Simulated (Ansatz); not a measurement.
## What a change does: single-point calculation on HfSiO4

System: HfSiO4 (I4₁/amd, 12 atoms in the cell).
Method of the first run: DFT, PBE, plane waves, PAW, no spin polarisation (Ansatz 0.2.0).

The structure derives from an entry of the Crystallography Open Database. The geometry comes from this level: PBE. Text and figures count atoms from 1; the logs count them from 0 in places.

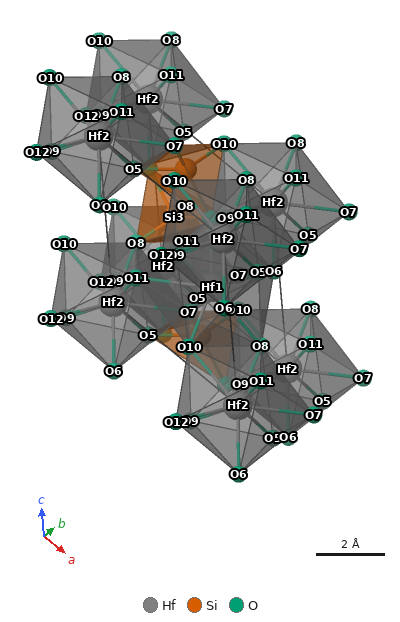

**Figure 1.** The input geometry (polyhedral view of the cell of the calculation, seen slightly off an axis; polyhedra are completed across the faces of the cell; atoms are numbered from 1 in the order of the input).

### The input, the first run
```yaml
crystal:
  lattice:
    - [-3.3227449928, 3.3227449928, 3.0072240187]
    - [3.3227449928, -3.3227449928, 3.0072240187]
    - [3.3227449928, 3.3227449928, -3.0072240187]
  atoms:
    - { symbol: Hf, position: [0.75, 0.25, 0.5] }
    - { symbol: Hf, position: [0.0, 0.0, 0.0] }
    - { symbol: Si, position: [0.25, 0.75, 0.5] }
    - { symbol: Si, position: [0.5, 0.5, 0.0] }
    - { symbol: O, position: [0.1347369486, 0.3189317937, 0.8158051549] }
    - { symbol: O, position: [0.0689317937, 0.7531266389, 0.6841948451] }
    - { symbol: O, position: [0.5031266389, 0.3189317937, 0.1841948451] }
    - { symbol: O, position: [0.0689317937, 0.3847369486, 0.3158051549] }
    - { symbol: O, position: [0.6152630514, 0.9310682063, 0.6841948451] }
    - { symbol: O, position: [0.6810682063, 0.8652630514, 0.1841948451] }
    - { symbol: O, position: [0.2468733611, 0.9310682063, 0.3158051549] }
    - { symbol: O, position: [0.6810682063, 0.4968733611, 0.8158051549] }
kpoints:
  mp_grid: { grid: [6, 6, 6] }
hamiltonian:
  xc: pbe
scf:
  occupations: { method: fixed }
  n_extra_bands: 7
output:
  forces: true
  stress: true
  eigenvalues: true
```

Command:
```bash
ansatz run input.yaml --threads 2 --pin off --max-ram 3686MiB --backend cpu --events-out ev --progress --plain --runs-dir out
```

Hardware: 2 threads of Arm Neoverse V2, 24 GiB of memory available, shared host.

### Output, shortened to warnings, some set-up lines, iterations and results (the first run)
```
Basis set: ecut = 420 eV, 2547 PW (Γ), exchange–correlation on 80×80×80 points (8 copies of the dense FFT grid, shifted against one another)
Symmetry: 16 space group operations
k-points: 30 of 216
Initial density: superposition of atomic densities (neutral atoms: chi_scale 0, normalization atom), corrected by the library's trained network
[...]
SCF iter   1: F=—  HF=-37271.745371 eV  |F-HF|=—  |Δ(HF+E_count)|=         —  Δρ=1.96e-3  dr2=3.05e-3  ethr=1.77e-3  ⟨swp⟩=4.9  Hψ=6701  notcnv=0  defer=138
SCF iter   2: F=—  HF=-37271.746859 eV  |F-HF|=—  |Δ(HF+E_count)|=   1.49e-3  Δρ=1.09e-3  dr2=7.64e-4  ethr=2.83e-6  ⟨swp⟩=2.6  Hψ=3817  notcnv=0  defer=150
SCF iter   3: F=—  HF=-37271.747704 eV  |F-HF|=—  |Δ(HF+E_count)|=   8.45e-4  Δρ=2.67e-4  dr2=1.13e-4  ethr=7.07e-7  ⟨swp⟩=2.0  Hψ=3300  notcnv=0  defer=150
SCF iter   4: F=—  HF=-37271.747732 eV  |F-HF|=—  |Δ(HF+E_count)|=   2.83e-5  Δρ=1.12e-4  dr2=2.04e-5  ethr=1.04e-7  ⟨swp⟩=2.0  Hψ=3343  notcnv=0  defer=129
SCF iter   5: F=—  HF=-37271.747759 eV  |F-HF|=—  |Δ(HF+E_count)|=   2.66e-5  Δρ=4.71e-5  dr2=5.00e-6  ethr=1.89e-8  ⟨swp⟩=2.0  Hψ=3133  notcnv=0  defer=68
SCF iter   6: F=—  HF=-37271.747759 eV  |F-HF|=—  |Δ(HF+E_count)|=   1.44e-7  Δρ=2.84e-5  dr2=9.64e-7  ethr=4.63e-9  ⟨swp⟩=2.0  Hψ=3388  notcnv=0  defer=69
SCF iter   7: F=—  HF=-37271.747759 eV  |F-HF|=—  |Δ(HF+E_count)|=   6.50e-8  Δρ=1.10e-5  dr2=1.14e-7  ethr=8.93e-10  ⟨swp⟩=2.0  Hψ=3163  notcnv=0  defer=69
SCF iter   8: F=-37271.747759 eV  HF=-37271.747759 eV  |F-HF|=2.90e-9  |Δ(HF+E_count)|=   4.80e-8  Δρ=1.78e-6  dr2=4.10e-9  ethr=9.26e-11  ⟨swp⟩=11.3  Hψ=7941  notcnv=0
SCF 1 converged in 8 iterations: F = -37271.747759 eV  dr2 = 4.10e-9
SCF converged after 8 iterations
Free energy (F): -37271.747759 eV
Harris-Foulkes:  -37271.747759 eV  (|F-HF|=2.90e-9)
Internal energy: -37271.747759 eV  (E = F + TS)
E sigma→0 (E₀):  -37271.747759 eV
Fermi energy:    9.626007 eV
--- Per-component energies (eV) ---
  E_band       = -257.862311
  E_kinetic    = 2341.717669
  E_local      = -16120.277711  (includes V_loc(G=0)·N_el)
  E_nonlocal   = -2054.264954
  E_hartree    = 7198.829989
  E_xc         = -1303.161678
  E_vxc        = -1382.671349  (∫ρ·V_xc dr)
  E_paw        = -16146.189380  (= ΣΔE_a)
  E_vpaw       = 2559.959056  (= ΣTr[D̂ρ^β])
  E_aug_tail   = 0.019996  (compensation charges beyond the density's cutoff)
  E_ewald      = -11188.421691
  E_smearing   = -0.000000  (= −TS)
  E_closure    = -0.000000  (closes the sum)
  Σ components = -37271.747759   (vs F -37271.747759, Δ=0.00e0)
--- Forces (eV/Å), atoms counted from 1 ---
  atom   1  Hf     0.00000000     0.00000000     0.00000000
  atom   2  Hf     0.00000000     0.00000000     0.00000000
  atom   3  Si    -0.00000000    -0.00000000     0.00000000
  atom   4  Si     0.00000000    -0.00000000     0.00000000
  atom   5  O      0.00000000    -0.00012602    -0.00074482
  atom   6  O      0.00012602    -0.00000000    -0.00074482
  atom   7  O      0.00000000     0.00012602    -0.00074482
  atom   8  O     -0.00012602     0.00000000    -0.00074482
  atom   9  O      0.00000000     0.00012602     0.00074482
  atom  10  O      0.00012602    -0.00000000     0.00074482
  atom  11  O      0.00000000    -0.00012602     0.00074482
  atom  12  O     -0.00012602    -0.00000000     0.00074482
  max |Σ_I F_I| component: 4.77e-18 eV/Å
--- Stress (GPa, compression-positive) ---
       -0.006587       0.000000      -0.000000
        0.000000      -0.006587      -0.000000
        0.000000       0.000000      -0.022907
  P = ⅓ Tr σ = -0.0120 GPa (-0.120 kbar)
```

For the second run the input was changed thus:
```diff
-    - [-3.3227449928, 3.3227449928, 3.0072240187]
-    - [3.3227449928, -3.3227449928, 3.0072240187]
-    - [3.3227449928, 3.3227449928, -3.0072240187]
+    - [-3.2891796172, 3.2891796172, 2.9768459416]
+    - [3.2891796172, -3.2891796172, 2.9768459416]
+    - [3.2891796172, 3.2891796172, -2.9768459416]
```

How does the second run compare with the first run?

With the same functional and potentials, the second run lies 7.6 meV per atom higher. The gap on the mesh goes from 5.33 to 5.48 eV. The pressure goes from −0.01 to 7.50 GPa. The largest force goes from 0.001 to 0.261 eV/Å. The volume per atom goes from 11.07 to 10.74 Å³. The cell is scaled evenly with the atoms at fixed fractional positions, so −ΔP/Δ ln V estimates the bulk modulus midway between the two volumes: about 250 GPa. The number of SCF iterations is the same. The plane waves at Γ go from 2547 to 2513.

### Output, shortened to warnings, some set-up lines, iterations and results (the second run)
```
Basis set: ecut = 420 eV, 2513 PW (Γ), exchange–correlation on 80×80×80 points (8 copies of the dense FFT grid, shifted against one another)
Symmetry: 16 space group operations
k-points: 30 of 216
Initial density: superposition of atomic densities (neutral atoms: chi_scale 0, normalization atom), corrected by the library's trained network
[...]
SCF iter   1: F=—  HF=-37271.655394 eV  |F-HF|=—  |Δ(HF+E_count)|=         —  Δρ=2.00e-3  dr2=3.46e-3  ethr=1.77e-3  ⟨swp⟩=4.9  Hψ=6709  notcnv=0  defer=138
SCF iter   2: F=—  HF=-37271.656134 eV  |F-HF|=—  |Δ(HF+E_count)|=   7.40e-4  Δρ=1.12e-3  dr2=8.85e-4  ethr=3.20e-6  ⟨swp⟩=2.7  Hψ=3807  notcnv=0  defer=150
SCF iter   3: F=—  HF=-37271.656889 eV  |F-HF|=—  |Δ(HF+E_count)|=   7.56e-4  Δρ=2.80e-4  dr2=1.31e-4  ethr=8.20e-7  ⟨swp⟩=2.0  Hψ=3299  notcnv=0  defer=150
SCF iter   4: F=—  HF=-37271.656897 eV  |F-HF|=—  |Δ(HF+E_count)|=   7.60e-6  Δρ=1.20e-4  dr2=2.26e-5  ethr=1.21e-7  ⟨swp⟩=2.0  Hψ=3403  notcnv=0  defer=127
SCF iter   5: F=—  HF=-37271.656906 eV  |F-HF|=—  |Δ(HF+E_count)|=   9.36e-6  Δρ=5.12e-5  dr2=5.39e-6  ethr=2.10e-8  ⟨swp⟩=2.2  Hψ=2981  notcnv=0  defer=71
SCF iter   6: F=—  HF=-37271.656906 eV  |F-HF|=—  |Δ(HF+E_count)|=   6.54e-8  Δρ=3.20e-5  dr2=1.17e-6  ethr=4.99e-9  ⟨swp⟩=2.0  Hψ=3394  notcnv=0  defer=71
SCF iter   7: F=—  HF=-37271.656906 eV  |F-HF|=—  |Δ(HF+E_count)|=   1.09e-7  Δρ=1.17e-5  dr2=1.36e-7  ethr=1.09e-9  ⟨swp⟩=2.0  Hψ=3161  notcnv=0  defer=71
SCF iter   8: F=-37271.656906 eV  HF=-37271.656906 eV  |F-HF|=2.94e-9  |Δ(HF+E_count)|=   6.15e-8  Δρ=1.89e-6  dr2=4.64e-9  ethr=9.26e-11  ⟨swp⟩=11.3  Hψ=8087  notcnv=0
SCF 1 converged in 8 iterations: F = -37271.656906 eV  dr2 = 4.64e-9
SCF converged after 8 iterations
Free energy (F): -37271.656906 eV
Harris-Foulkes:  -37271.656906 eV  (|F-HF|=2.94e-9)
Internal energy: -37271.656906 eV  (E = F + TS)
E sigma→0 (E₀):  -37271.656906 eV
Fermi energy:    10.071238 eV
--- Per-component energies (eV) ---
  E_band       = -204.587715
  E_kinetic    = 2351.697423
  E_local      = -15954.292574  (includes V_loc(G=0)·N_el)
  E_nonlocal   = -2052.208776
  E_hartree    = 7139.926472
  E_xc         = -1305.859893
  E_vxc        = -1386.241499  (∫ρ·V_xc dr)
  E_paw        = -16148.342443  (= ΣΔE_a)
  E_vpaw       = 2556.590761  (= ΣTr[D̂ρ^β])
  E_aug_tail   = 0.020032  (compensation charges beyond the density's cutoff)
  E_ewald      = -11302.597145
  E_smearing   = -0.000000  (= −TS)
  E_closure    = -0.000000  (closes the sum)
  Σ components = -37271.656906   (vs F -37271.656906, Δ=0.00e0)
--- Forces (eV/Å), atoms counted from 1 ---
  atom   1  Hf     0.00000000     0.00000000     0.00000000
  atom   2  Hf    -0.00000000    -0.00000000    -0.00000000
  atom   3  Si    -0.00000000    -0.00000000    -0.00000000
  atom   4  Si     0.00000000     0.00000000     0.00000000
  atom   5  O     -0.00000000    -0.24046666    -0.10230333
  atom   6  O      0.24046666    -0.00000000    -0.10230333
  atom   7  O     -0.00000000     0.24046666    -0.10230333
  atom   8  O     -0.24046666    -0.00000000    -0.10230333
  atom   9  O      0.00000000     0.24046666     0.10230333
  atom  10  O      0.24046666     0.00000000     0.10230333
  atom  11  O      0.00000000    -0.24046666     0.10230333
  atom  12  O     -0.24046666    -0.00000000     0.10230333
  max |Σ_I F_I| component: 1.11e-16 eV/Å
--- Stress (GPa, compression-positive) ---
        7.053733       0.000000       0.000000
        0.000000       7.053733      -0.000000
        0.000000      -0.000000       8.391364
  P = ⅓ Tr σ = 7.4996 GPa (74.996 kbar)
```

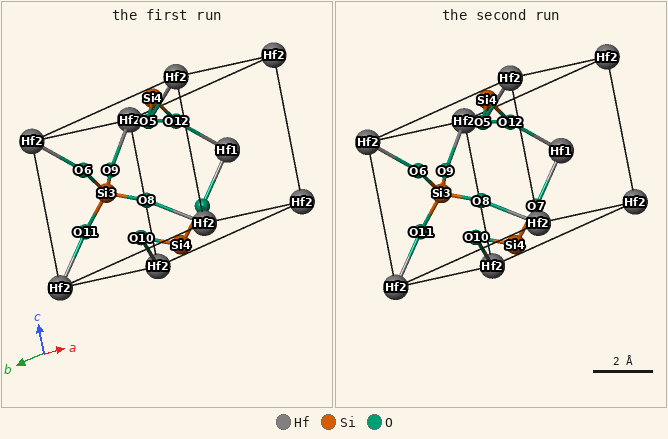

**Figure 2.** The two input geometries at one scale (ball-and-stick view of the cell of the calculation, seen at an oblique angle). No atom moves by more than 0.005 Å relative to the cell. The drawn cell changes as follows: a = b = c 5.579 → 5.523 Å (−1.0 %); the volume changes by −3.0 %. Among the contacts that change: Hf1–O11 2.275 → 2.252 Å, Hf1–O10 2.139 → 2.118 Å, Si3–O11 1.638 → 1.622 Å.

### The two runs side by side

| quantity | the first run | the second run |
| --- | --- | --- |
| outcome | converged | converged |
| free energy per atom (eV) | −3105.9790 | −3105.9714 |
| gap on the mesh (eV) | 5.33 | 5.48 |
| pressure (GPa) | −0.01 | 7.50 |
| volume per atom (Å³) | 11.07 | 10.74 |
| largest force (eV/Å) | 0.001 | 0.261 |
| SCF iterations | 8 | 8 |
| irreducible k-points | 30 | 30 |
| plane waves at Γ | 2547 | 2513 |
| wall time (shared host) | 7.1 s | 7.2 s |

For both runs: Spin–orbit coupling is left out, which matters for Hf. For the second run: The cell is under a pressure of 7.5 GPa at this level, so it is not at its equilibrium volume.
